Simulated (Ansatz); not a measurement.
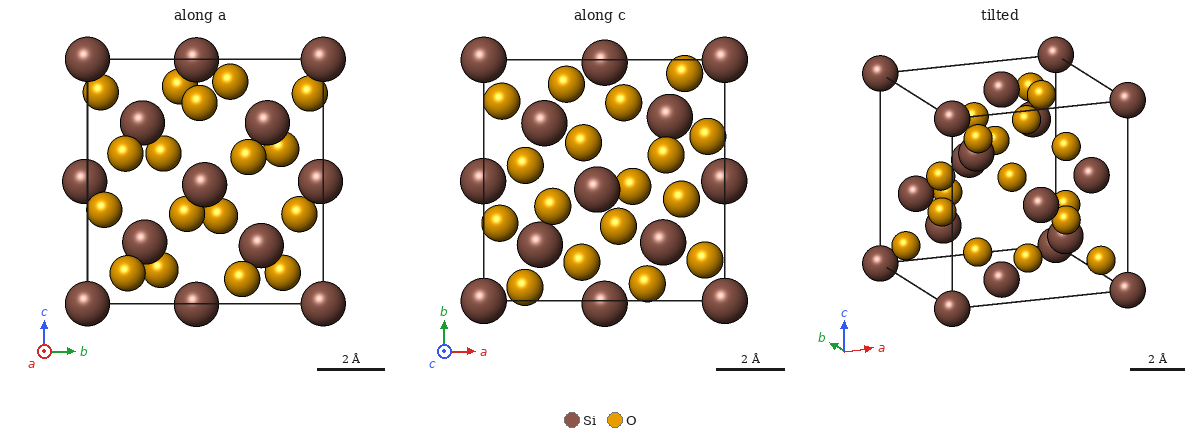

A spheres-only picture of a crystal structure, seen along the a axis, along the c axis and slightly off an axis. One simulation cell is framed, with atoms on its boundary repeated.

Characterise what is shown.

- The structure is one of Si8O17.
- Its symmetry is the lowest possible, P1.
- Atoms per cell: 25 (8 Si, 17 O).

Provenance: a structure listed in the Materials Project, repeated into a supercell with a point defect put in. The atoms were relaxed in a fixed cell with DFT PBE, scalar-relativistic, plane waves, PAW in Ansatz.
